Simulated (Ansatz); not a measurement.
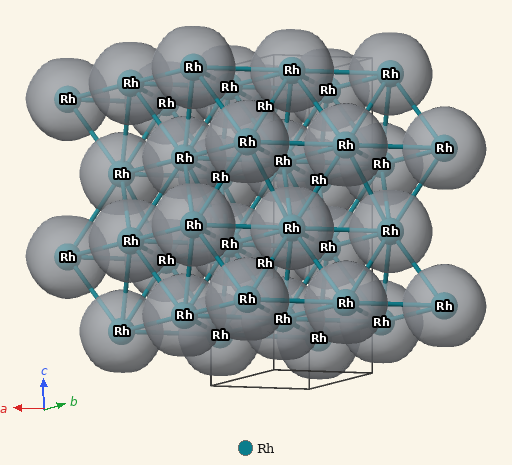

The picture shows: Rh. Isosurface of the valence charge density (pseudo) at 0.5 e/Å³ (grey), seen at an oblique angle. Sticks mark near contacts.

Space group P6₃/mmc; a structure from a database of computed crystals, not necessarily the ambient phase; computed without spin polarisation.

These are results of DFT LDA, scalar-relativistic, plane waves, PAW (Ansatz), not measurements.

In a PAW calculation such maps are meaningful between the atoms, not at the nuclei.

Which contacts does the surface bridge?

At this value the density breaks into separate islands; it holds about 85 % of the electrons treated as valence (semicore included). It bridges none of the near contacts. It is pinched off along the shortest Rh–Rh (2.65 Å) contacts. On the grid the lowest density along these lines, outside the cores, is 0.41 e/Å³ (Rh–Rh, 2.65 Å).
